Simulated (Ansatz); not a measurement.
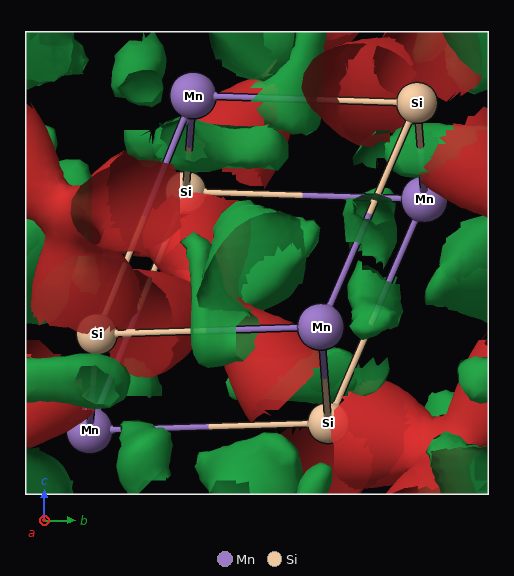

MnSi. Deformation density (self-consistent density less superposed neutral spherical atoms): green surfaces at +0.04 and red ones at −0.04 e/Å³, in the conventional cell seen along the a axis (the regions close to the nuclei are left out). Cores are masked to 0.9 Å (Mn) and 0.8 Å (Si).

Space group P2_13; the calculation finds a residual pressure of about −4 GPa at this fixed cell; spin-polarised. Net moment 4.0 μB in the 8-atom cell of the calculation; other magnetic orders weren't tried.

Level of theory: DFT PBE, scalar-relativistic, plane waves, PAW in Ansatz.

Core electrons are frozen (PAW), so the fields are smoothed inside the atomic spheres.

Q: Read the map: where is density gained and where lost?

A: Mn–Si (2.30 Å): Δρ is +0.08 e/Å³ at the midpoint.
Mn–Mn (2.79 Å): Δρ is +0.02 e/Å³ at the midpoint.
Over the whole cell, outside the masked cores, the largest gain, 0.09 e/Å³, lies 1.0 Å from a manganese nucleus and 1.3 Å from a silicon one, and the largest loss lies at the edge of the masked core of Si.
The rearranged charge, half the integral of |Δρ|, is about 0.18 e an atom.
Bader charges: Mn +0.07 and Si −0.07 e. Among metals such charges hang on how the charge between the atoms is shared out.

Cost of the run: 2.8 min on 2 threads of Arm Neoverse N1, with other jobs on the host, peak memory 0.59 GiB.
